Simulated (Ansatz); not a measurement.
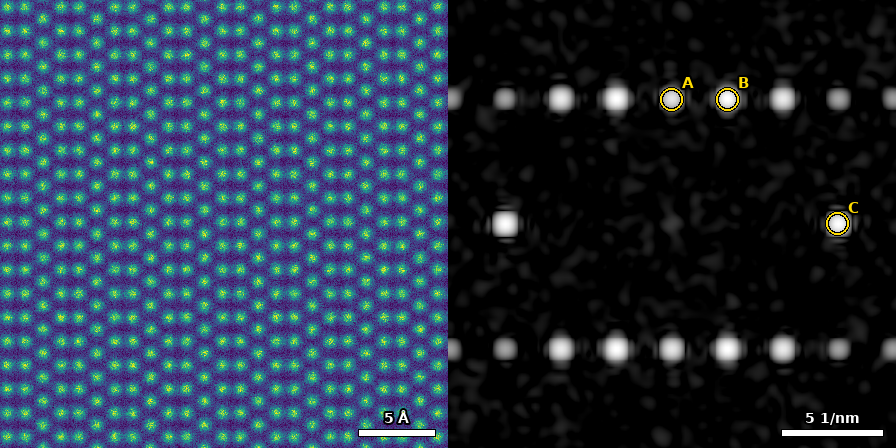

Integrated-DPC-like image of a crystal. Simulated as the projected potential of neutral atoms (B = 0.8 Å²) blurred by a 0.50 Å probe, the thin-sample limit of integrated differential phase contrast. Shot noise was added.

The right panel is the modulus of the image's Fourier transform on a logarithmic scale.

Question: Which lattice spacings do the marked spots stand for, and what angle do A and B enclose?

Answer: A: 1.6 Å, B: 1.5 Å, C: 1.2 Å; A and B enclose about 24°.

The crystal is Cu (P6/mmm, No. 191) along [102]; the spots are (-2 1 1), (-2 2 1) and (030). Model: the input geometry of a calculation; the starting structure was generated, so it need not be a known form of this composition.
